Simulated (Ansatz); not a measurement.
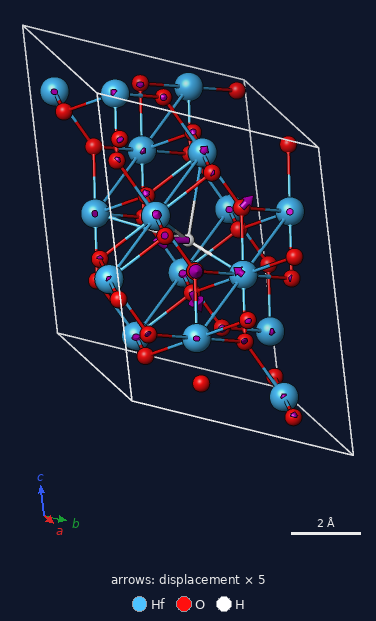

This is a relaxation of a defect cell of composition Hf16HO32. The starting structure is drawn; purple arrows show the displacements, magnified 5 times.

Style: ball-and-stick. Shown: the cell of the calculation (origin shifted), slightly off an axis.

Case: H interstitial, charge +0, atoms relaxed at the host's cell.

All numbers below come from DFT PBEsol, scalar-relativistic, plane waves, PAW in Ansatz 0.2.0. Settings: plane-wave cutoff 420 eV; k-point mesh 2 × 2 × 2; occupations gaussian; smearing width 0.01 eV; mesh shifted by (0.5, 0.5, 0.5); collinear spin; atoms relaxed in a fixed cell; force threshold 0.025 eV/Å; at most 45 steps.

Which element moves most?

Answer. Hydrogen: up to 0.26 Å, against 0.15 Å for oxygen.

Describe the change and its energy.

Answer. The H atom moves most: 0.26 Å roughly along [−1 −3 −1]. By element the largest moves are H 0.26 Å, O 0.15 Å, Hf 0.07 Å. The cell doesn't change. Among the contacts that change: H–Hf 2.867 → 2.705 Å, H–Hf 2.915 → 2.778 Å, H–Hf 1.957 → 2.037 Å, H–Hf 2.632 → 2.708 Å. Among the angles between lasting bonds that change: Hf–O–Hf 129.7° → 125.9°, Hf–O–Hf 129.7° → 133.0°, Hf–O–Hf 100.6° → 102.8°. The energy falls by 0.242 eV per cell of the calculation in 5 geometry steps. Largest force component: 1.1 eV/Å at the start, 0.019 eV/Å at the end. Cost: 9.5 min on 4 threads of AMD EPYC 7B13 (Zen 3), with other jobs on the host, peak memory 4.6 GiB.
